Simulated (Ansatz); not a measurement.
The calculation's input:

```
crystal:
  lattice:
    - [1.5399048573, 0.82682997, 5.7970502989]
    - [-1.5399048573, 0.82682997, 5.7970502989]
    - [0.0, -1.65365994, 5.7970502989]
  atoms:
    - { symbol: Mo, position: [0.0, 0.0, 0.0] }
    - { symbol: S, position: [0.7346701195, 0.7346701195, 0.8083430658] }
    - { symbol: S, position: [0.2653298805, 0.2653298805, 0.1916569342] }
basis:
  ecutwfc: 420
kpoints:
  mp_grid: { grid: [15, 15, 15] }
hamiltonian:
  xc: pbesol
  pseudopotentials: { kind: paw, azcp: { folder: soft_1 } }
  dispersion: d3bj
scf:
  occupations: { method: gaussian, width: 0.15 }
output:
  forces: true
  stress: true
  eigenvalues: true
  write_density: true
  write_potential: true
  elf: true
  volumetric_format: npy
```

Launched as:

```sh
ansatz run input.yaml --threads 2 --pin off --max-ram 4096MiB --backend cpu --events-out ev --progress --plain --runs-dir out
```

Below, planes, directions and counts refer to the conventional cell (a = 4.96 Å, b = 3.08 Å, c = 6.03 Å, α = 90.00°, β = 105.92°, γ = 90.00°).

Space group C2/m; a point of a scan over the structure, not its minimum; changed on purpose from its base cell (mode 7 frozen in at -0.131 Å, normal strain along y -0.0700); not relaxed (largest force 1.2 eV/Å); computed pressure about 14 GPa in this cell; computed without spin polarisation; PAW files of the earlier set (soft_1).

All numbers below come from DFT PBEsol+D3(BJ), scalar-relativistic, plane waves, PAW (Ansatz).

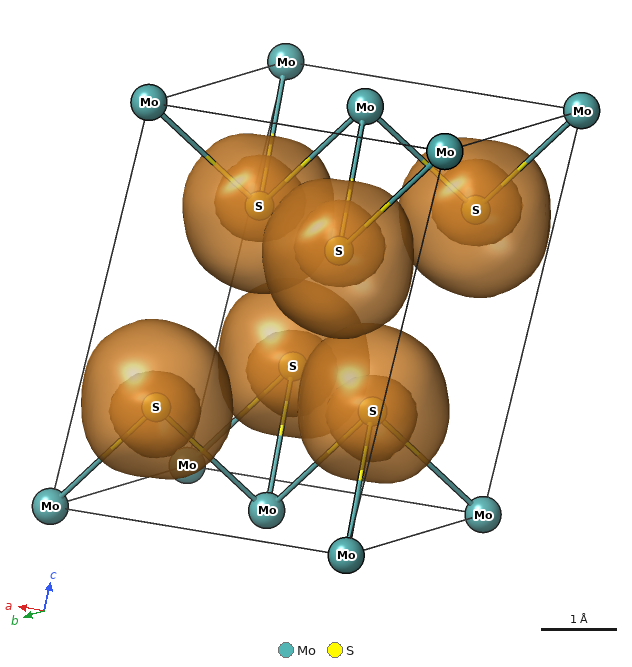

MoS₂. Isosurface of the electron localisation function at 0.7 (orange), seen at an oblique angle. Core shells and regions of very low density are left out. Sticks mark near contacts.

Core electrons are frozen (PAW), and the valence fields are smoothed inside the atomic spheres.

Where are the electrons localised?

Answer. The surface consists of four regions wrapped around S (the valence shell of each), counted in one cell of 6 atoms. Regions shared between cells count once. Along the contacts the grid gives the following. Mo–S (2.34 Å): the ELF peaks at about 0.80 in the valence shell of S, 0.8 Å from its nucleus, and is about 0.35 at the midpoint. Mo–S (2.40 Å): the ELF peaks at about 0.80 in the valence shell of S, 0.8 Å from its nucleus, and is about 0.35 at the midpoint.
